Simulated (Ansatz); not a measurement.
Consider NbP.

Input file:

```
crystal:
  lattice:
    - [-1.6900939814, 1.6900939814, 5.7705603896]
    - [1.6900939814, -1.6900939814, 5.7705603896]
    - [1.6900939814, 1.6900939814, -5.7705603896]
  atoms:
    - { symbol: Nb, position: [0.7500346791, 0.7500346791, 0.0] }
    - { symbol: Nb, position: [0.5000346791, 1.0000346791, 0.5] }
    - { symbol: P, position: [0.3325938959, 0.3325938959, 0.0] }
    - { symbol: P, position: [0.0825938959, 0.5825938959, 0.5] }
basis:
  ecutwfc: 420
kpoints:
  mp_grid: { grid: [18, 18, 18] }
hamiltonian:
  xc: pbe
scf:
  occupations: { method: gaussian, width: 0.1 }
output:
  forces: true
  stress: true
  eigenvalues: true
  write_density: true
  write_potential: true
  elf: true
  volumetric_format: npy
relax:
  adjacent_minimum: "off"
  f_tol: 0.01
  max_steps: 30
  cell: { stress_tol: 0.1, fix: [volume] }
```

Run with:

```sh
ansatz run input.yaml --threads 2 --pin off --max-ram 5120MiB --backend cpu --events-out ev --progress --plain --runs-dir out
```

Below, planes, directions and counts refer to the conventional cell (a = 3.37 Å, b = 3.37 Å, c = 11.58 Å, α = 90.00°, β = 90.00°, γ = 90.00°).

The fields are those of the relaxed geometry.

Space group I4₁md; a structure from a database of computed crystals, not necessarily the ambient phase; changed on purpose from its base cell (volume × 1.03, shape and atoms relaxed); computed pressure about −5 GPa in this cell.

Computed with Ansatz, DFT PBE, scalar-relativistic, plane waves, PAW.

### What can the converged valence pseudo-density and electron localisation function tell about the bonding?

Nb–P (2.57 Å): ρ at the midpoint is about 0.42 e/Å³; the ELF peaks at about 0.85 in the valence shell of P, 0.8 Å from its nucleus, and is about 0.40 at the midpoint.

### Does the calculation make it a metal, or give it a gap?

It is gapless in this calculation (a metal or semimetal).

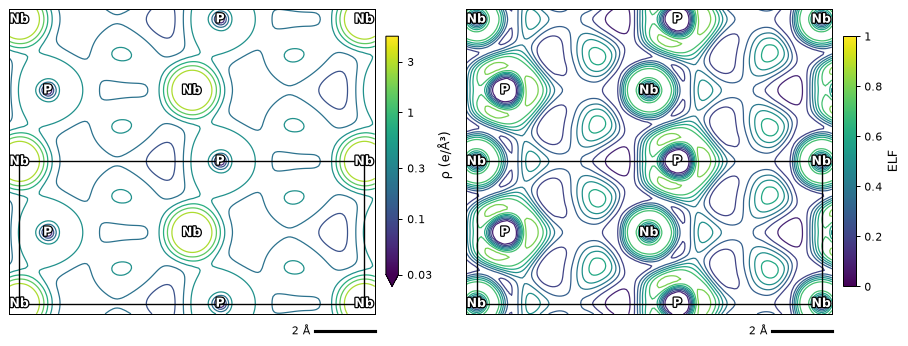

Computed valence pseudo-density and electron localisation function on the (110) plane of the conventional cell, in this order. 

In a PAW calculation such maps are meaningful between the atoms, not at the nuclei.
